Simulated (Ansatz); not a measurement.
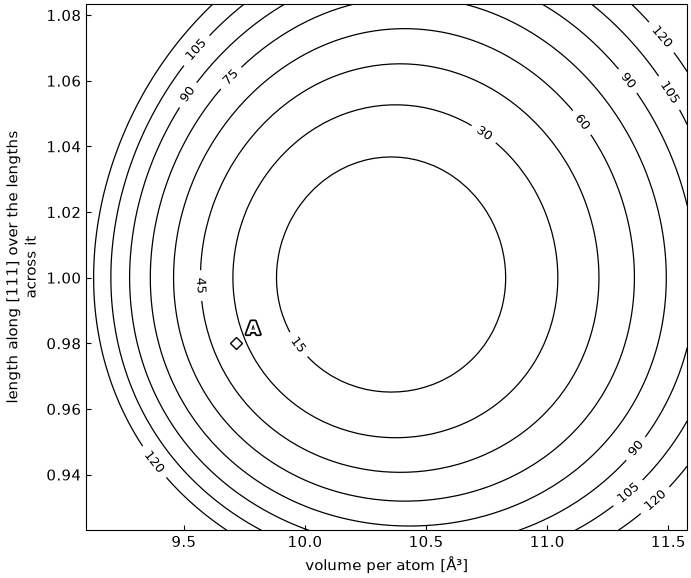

SiC (F-43m, No. 216; 2 atoms in the cell). The energy is mapped over volume and the cell's shape. Coordinates scanned: (1) volume per atom; (2) length along [111] over the lengths across it, relative to the cubic cell. Nothing is relaxed (fractional coordinates fixed). Grid: 9 × 9 points. Points are written as (first, second). All energies are given in meV/atom relative to the lowest grid point. Theory: DFT PBEsol, scalar-relativistic, plane waves, PAW (Ansatz). Settings: cutoff 520 eV, k-mesh 12×12×12, gaussian smearing 0.05 eV, no spin polarisation.

In the figure: contour lines labelled in meV/atom (none above 120), the point A. Between grid points the surface is interpolated.

### Which way does the force act at A, and how strong is it?

A, at (9.72 Å³, 0.980), is not a stationary point. The computed force is 97.6 meV/atom for each Å³ towards larger values of volume per atom and 540 meV/atom for each unit towards larger values of the second coordinate.

PAW datasets: the set soft_1.
